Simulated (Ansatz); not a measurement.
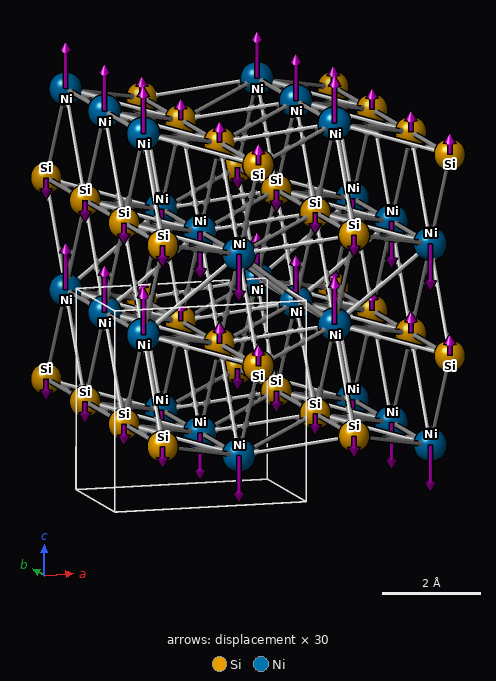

A relaxation of solid SiNi (built on the AuCd (B19)_51 type) (coarse preliminary run). The starting structure is drawn; purple arrows show the displacements (the part carried along by the change of the cell is left out), 30 times their true length.

A ball-and-stick model of the cell of the calculation, repeated 2 × 3 × 2 with one cell outlined, seen slightly off an axis.

Case: AuCd (B19) type (Pmma, No. 51).

Theory: DFT PBE, scalar-relativistic, plane waves, PAW (Ansatz 0.2.0).

The input:
```yaml
crystal:
  lattice:
    - [4.1030228368, 0.0, 0.0]
    - [0.0, 2.7152357008, 0.0]
    - [0.0, 0.0, 4.1892207956]
  atoms:
    - { symbol: Si, position: [0.75, 0.0, 0.687] }
    - { symbol: Si, position: [0.25, 0.0, 0.313] }
    - { symbol: Ni, position: [0.75, 0.5, 0.188] }
    - { symbol: Ni, position: [0.25, 0.5, 0.812] }
basis:
  ecutwfc: 420
kpoints:
  mp_grid: { grid: [4, 6, 4] }
hamiltonian:
  xc: pbe
scf:
  occupations: { method: gaussian, width: 0.1 }
  lower_state_search: "off"
output:
  forces: true
  stress: true
  eigenvalues: true
relax:
  adjacent_minimum: "off"
  f_tol: 0.04
  max_steps: 70
  cell: { stress_tol: 0.4 }
```

Command:
```bash
ansatz run input.yaml --threads 1 --pin off --max-ram 2560MiB --backend cpu --events-out ev --progress --plain --runs-dir out
```

Atoms of which element are displaced furthest, and by how much?

Nickel: up to 0.034 Å, against 0.016 Å for silicon.

What happened in the run?

Over 6 accepted moves (7 points after the start) the energy falls by 40.4 meV per atom. Largest force component: 0.58 eV/Å at the start, 0.015 eV/Å at the end. Pressure: −3.14 GPa at the start and 0.11 GPa at the end. At 1 point the geometry stayed and the basis and grid were re-selected for the new cell (energy shift of 0.1 meV per atom at most each time). The largest moves relative to the cell, 0.034 Å, are those of Ni3 and Ni4. Ni4 goes along +c. By element the largest moves are Ni 0.034 Å, Si 0.016 Å. The volume changes by −1.5 %, with a 4.103 → 4.399 Å (+7.2 %), b 2.715 → 2.584 Å (−4.8 %), c 4.189 → 4.045 Å (−3.4 %). Among the contacts that change: Si1–Ni3 2.500 → 2.361 Å, Si1–Si1 2.715 → 2.584 Å, Ni3–Ni3 2.715 → 2.584 Å, Si1–Ni4 2.515 → 2.604 Å. The space group stays Pmma (No. 51). The run took 20 s on 1 thread of Intel(R) Xeon(R) Platinum 8488C (Sapphire Rapids), on a shared host, peak memory 0.41 GiB.

Limits of the set-up: the k-point mesh is coarse for a cell with partly filled bands.
